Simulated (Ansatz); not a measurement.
## NaF: single-point calculation

The run: single-point calculation of NaF (I4/mmm, 2 atoms in the cell). Method and program: DFT PBE, scalar-relativistic, plane waves, PAW, no spin polarisation (Ansatz 0.2.0).

The structure derives from an entry of the Crystallography Open Database. It belongs to a series of runs on one base structure; here: strain -0.030 along x and y, +0.000 along z, atoms carried along. Figures and captions count atoms from 1; the log counts them from 0 in places.

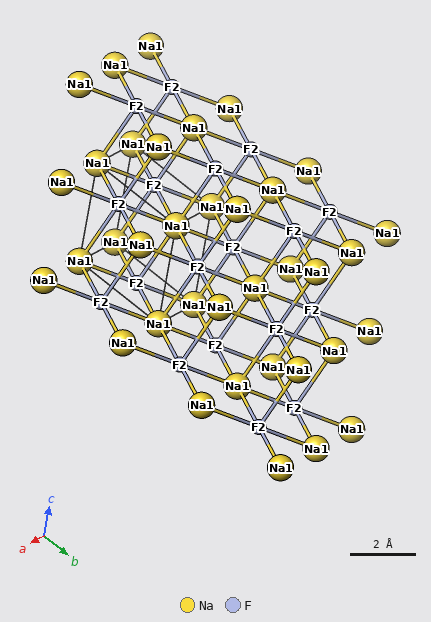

*The input geometry (ball-and-stick view of the reduced cell, repeated 2 × 3 × 2, seen slightly off an axis; atoms are numbered from 1 in the order of the input). An atom can appear more than once, as a periodic image.*

Near neighbours in the periodic cell (some may lie outside the picture): Na has 6 F at 2.25 to 2.32 Å; F has 6 Na at 2.25 to 2.32 Å.

**Summary**

| quantity | value |
| --- | --- |
| outcome | converged |
| space group (tolerance 0.01 Å) | I4/mmm (139) |
| electrons treated | 16 |
| free energy | −2297.3899 eV |
| Fermi energy | 4.733 eV |
| gap on the k-point mesh | 6.61 eV |
| pressure | 5.48 GPa |
| largest force (length of the vector) | under 0.001 eV/Å |
| hardware | 1 thread of Arm Neoverse V1, 24 GiB of memory available, shared host |
| wall time | 1.5 s |
| peak memory | 0.27 GiB |

**Input**
```yaml
crystal:
  lattice:
    - [0.0, 2.253601, 2.3233]
    - [2.253601, 0.0, 2.3233]
    - [2.253601, 2.253601, 0.0]
  atoms:
    - { symbol: Na, position: [0.0, 0.0, 0.0] }
    - { symbol: F, position: [0.5, 0.5, 0.5] }
basis:
  ecutwfc: 420
kpoints:
  mp_grid: { grid: [8, 8, 8] }
hamiltonian:
  xc: pbe
scf:
  occupations: { method: gaussian, width: 0.05 }
output:
  forces: true
  stress: true
  eigenvalues: true
  write_density: true
  write_potential: true
  elf: true
  volumetric_format: npy
```

Launch command:
```bash
ansatz run input.yaml --threads 1 --pin off --max-ram 2560MiB --backend cpu --events-out ev --progress --plain --runs-dir out
```

**Log**
```
Engine: ansatz 0.2.0, aarch64-unknown-linux-gnu
Pseudopotentials: kind: paw
Pseudopotential: Na, paw, valence charge 9, recommended cutoff 420 eV (normal), Na.paw.azcp
Pseudopotential: F, paw, valence charge 7, recommended cutoff 420 eV (normal), F.paw.azcp
Functional definition: PBE
  parameter kappa = 0.804
  parameter beta = 0.06672455060314922
  exchange = pbe_x(kappa = kappa, mu = beta*pi^2/3)
  correlation = pbe_c(beta = beta)
Crystal: 2 atoms, lattice volume = 23.599 Å³
Basis set: ecut = 420 eV, 475 PW (Γ), exchange–correlation on 48×48×48 points (8 copies of the dense FFT grid, shifted against one another)
Bands: 12, of which v1, the nominal top of the filled ones, is band 8 counted from 1 (7 counted from 0)
Symmetry: 16 space group operations
Space group: I4/mmm (ITA 139), of the structure as read, at distance tolerance 2.9e-5 Å
k-points: 59 of 512
Non-local potential: Na, projectors of the file, l = 0: 3, l = 1: 2, l = 2: 1
Non-local potential: F, projectors of the file, l = 0: 2, l = 1: 2, l = 2: 1
PAW form: soft (Blöchl's): semilocal exchange-correlation on the pseudo side does not see the compensation charge
PAW one-centre angular grid: Na, 110 points (default); XC on 64 Gauss nodes
PAW one-centre angular grid: F, 110 points (default); XC on 64 Gauss nodes
Initial density: superposition of atomic densities (neutral atoms: chi_scale 0, normalization atom), corrected by the library's trained network
Initial wavefunctions: pseudopotential atomic-orbital guess
Functional: x = pbe(κ = 0.804, μ = 0.2195149727645171), c = pbe(β = 0.06672455060314922)
SCF iter   1: F=—  HF=-2297.390247 eV  |F-HF|=—  |Δ(HF+E_count)|=         —  Δρ=7.54e-4  dr2=8.27e-5  ethr=1.77e-3  ⟨swp⟩=5.3  Hψ=3942  notcnv=0
preconditioner: auto → none  [insulator: Δε(μ)=6.601 eV  Ē_g=26.849 eV  σ=0.050 eV  W_gap=1.00  n_scr=8 (ndim 8)  ℏωp=28.6 eV  f_vac=0.105  D(μ)=0.00/eV (n_scr^D=0)  ε∞_Penn≈2.1]
SCF iter   2: F=—  HF=-2297.389889 eV  |F-HF|=—  |Δ(HF+E_count)|=   3.58e-4  Δρ=1.10e-3  dr2=1.64e-4  ethr=5.17e-7  ⟨swp⟩=2.4  Hψ=1719  notcnv=0
SCF iter   3: F=—  HF=-2297.389858 eV  |F-HF|=—  |Δ(HF+E_count)|=   3.12e-5  Δρ=3.97e-4  dr2=1.90e-5  ethr=5.17e-7  ⟨swp⟩=2.0  Hψ=881  notcnv=0
SCF iter   4: F=—  HF=-2297.389872 eV  |F-HF|=—  |Δ(HF+E_count)|=   1.41e-5  Δρ=5.02e-5  dr2=2.35e-7  ethr=1.19e-7  ⟨swp⟩=2.2  Hψ=942  notcnv=0
SCF iter   5: F=—  HF=-2297.389874 eV  |F-HF|=—  |Δ(HF+E_count)|=   1.30e-6  Δρ=3.97e-5  dr2=2.55e-7  ethr=1.47e-9  ⟨swp⟩=2.0  Hψ=1121  notcnv=0
SCF iter   6: F=-2297.389873 eV  HF=-2297.389874 eV  |F-HF|=2.42e-8  |Δ(HF+E_count)|=   6.59e-8  Δρ=1.28e-5  dr2=2.72e-8  ethr=6.25e-10  ⟨swp⟩=5.8  Hψ=3657  notcnv=0
SCF 1 converged in 6 iterations: F = -2297.389873 eV  dr2 = 2.72e-8
  greatest PAW one-centre occupation: 0.999 electrons in one spin orbital (limit 2), on the Na atom at site 0 (counted from 0), in its partial waves of l = 0
```

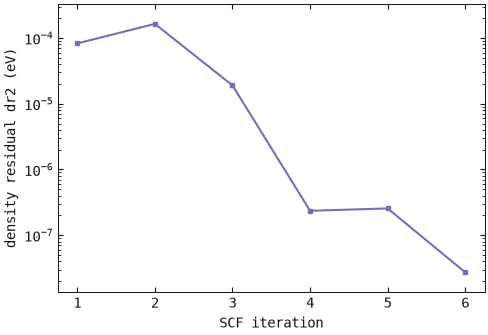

*Convergence of the self-consistent field: density residual dr2 against the SCF iteration.*

The residual falls almost steadily, with no more than small rises.

```
SCF converged after 6 iterations
Free energy (F): -2297.389873 eV
Harris-Foulkes:  -2297.389874 eV  (|F-HF|=2.42e-8)
Internal energy: -2297.389873 eV  (E = F + TS)
E sigma→0 (E₀):  -2297.389873 eV
Fermi energy:    4.732797 eV
--- Per-component energies (eV) ---
  E_band       = -226.181256
  E_kinetic    = 329.919485
  E_local      = -1660.863371  (includes V_loc(G=0)·N_el)
  E_nonlocal   = 188.882238
  E_hartree    = 588.024863
  E_xc         = -120.387262
  E_vxc        = -154.447614  (∫ρ·V_xc dr)
  E_paw        = -463.719967  (= ΣΔE_a)
  E_vpaw       = -105.718667  (= ΣTr[D̂ρ^β])
  E_aug_tail   = 0.002065  (compensation charges beyond the density's cutoff)
  E_ewald      = -1159.247925
  E_smearing   = -0.000000  (= −TS)
  E_closure    = -0.000000  (closes the sum)
  Σ components = -2297.389873   (vs F -2297.389873, Δ=0.00e0)
--- Forces (eV/Å), atoms counted from 1 ---
  atom   1  Na    -0.00000000     0.00000000     0.00000000
  atom   2  F      0.00000000     0.00000000    -0.00000000
  max |Σ_I F_I| component: 2.48e-29 eV/Å
--- Stress (GPa, compression-positive) ---
        6.574805       0.000000       0.000000
        0.000000       6.574805       0.000000
        0.000000      -0.000000       3.283330
  P = ⅓ Tr σ = 5.4776 GPa (54.776 kbar)
--- Band table (eV; the first three rows and the last of 59) ---
  k-point 0: bands = ["-45.5065", "-17.8247", "-17.3680", "-17.3588", "-17.3588", "1.4244", "1.4288", "1.4288", "8.0366", "20.6543", "20.8791", "20.8791"]
  k-point 1: bands = ["-45.5040", "-17.9924", "-17.3685", "-17.3601", "-17.1719", "1.1130", "1.3819", "1.3886", "8.6011", "19.0431", "20.9728", "21.1523"]
  k-point 2: bands = ["-45.4980", "-18.2248", "-17.3751", "-17.3633", "-16.8868", "0.4715", "1.2765", "1.2923", "9.9559", "16.9448", "21.5019", "21.7992"]
  k-point 58: bands = ["-45.4860", "-17.5603", "-17.5334", "-17.4163", "-17.4163", "0.0361", "1.0338", "1.0338", "14.7496", "15.1351", "15.5273", "22.1431"]
```

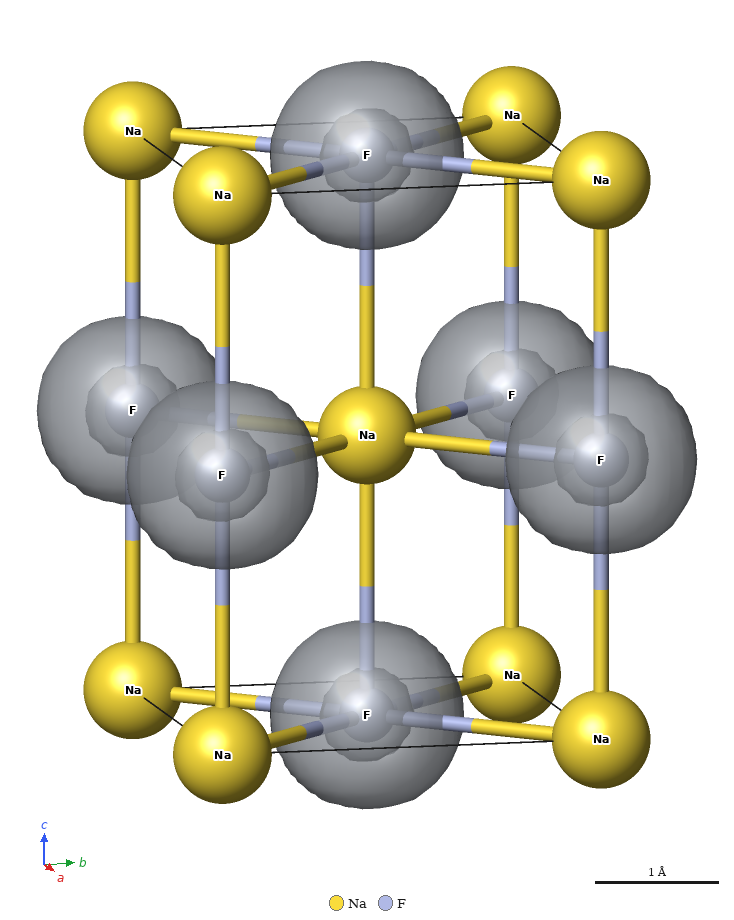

*Isosurface of the electron localisation function at 0.75 (grey), seen slightly off an axis. Core shells and regions of very low density are left out. Sticks mark near contacts. The outline is the cell set on symmetry axes.*

Na–F (2.32 Å): the ELF is about 0.05 at the midpoint (a closed-shell, largely ionic contact). The fields are those of the smooth PAW valence density.

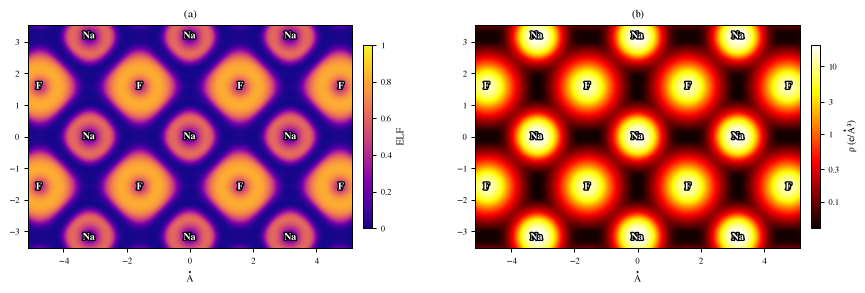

*(a) ELF; (b) valence pseudo-density on the (001) plane of the conventional cell.*

Atoms in the plane: Na and F. Away from the nuclei the density in this plane falls to 0.04 e/Å³ at its lowest. The strong features right at Na lie inside the PAW spheres (semicore, d or f shells) and say nothing about bonding.
